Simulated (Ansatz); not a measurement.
System: TaC, space group Fm-3m (No. 225) (one of a set of cubic test structures, which need not be the stable phase).

Method: equation of state of a cubic crystal from periodic Kohn-Sham density functional theory without spin, third-order Birch-Murnaghan fit to the free energies; pressure corrected for the finite basis (Ansatz 0.2.0 development build). Level: HSE06.

structure type rock salt; atoms in cell 2; space group number 225; lattice centring face-centred primitive; k mesh 4×4×4; occupation method Fermi–Dirac; occupation width 0.1 eV; wave cutoff 700 eV; datasets hard PAW; density tolerance 0 eV; bands 20; density cutoff ratio 4; search for lower states default; exchange singularity regularized.

Predict the energy above the lowest point and pressure against volume. The volume takes the values 10.34, 10.68, 11.01, 11.35, 11.69 Å³/atom.

A third-order Birch–Murnaghan fit gives V0 = 11.04 Å³/atom, B0 = 347 GPa and B′ = 4.1. The energy above the lowest point is 54.1 meV/atom at volume 10.34 Å³/atom and 37.0 meV/atom at 11.69 Å³/atom; the lowest computed point is at volume 11.01 Å³/atom (0.0 meV/atom), and no other minimum shows. The pressure falls from 26.1 GPa at volume 10.34 Å³/atom to −17.5 GPa at 11.69 Å³/atom, and changes sign near 11.05 Å³/atom.

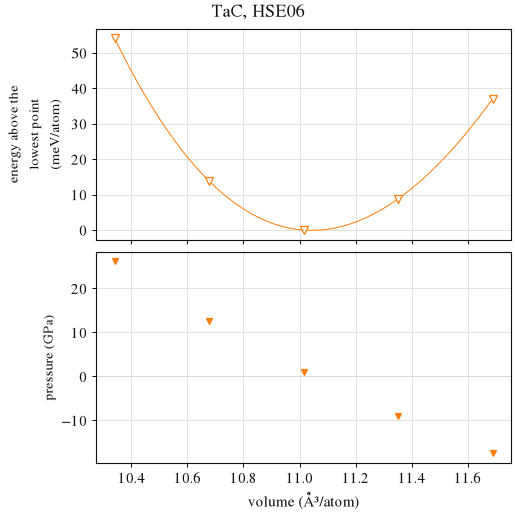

Keep in mind: coarse k-mesh, values are not converged in k; pseudopotentials made with PBE, not this functional.
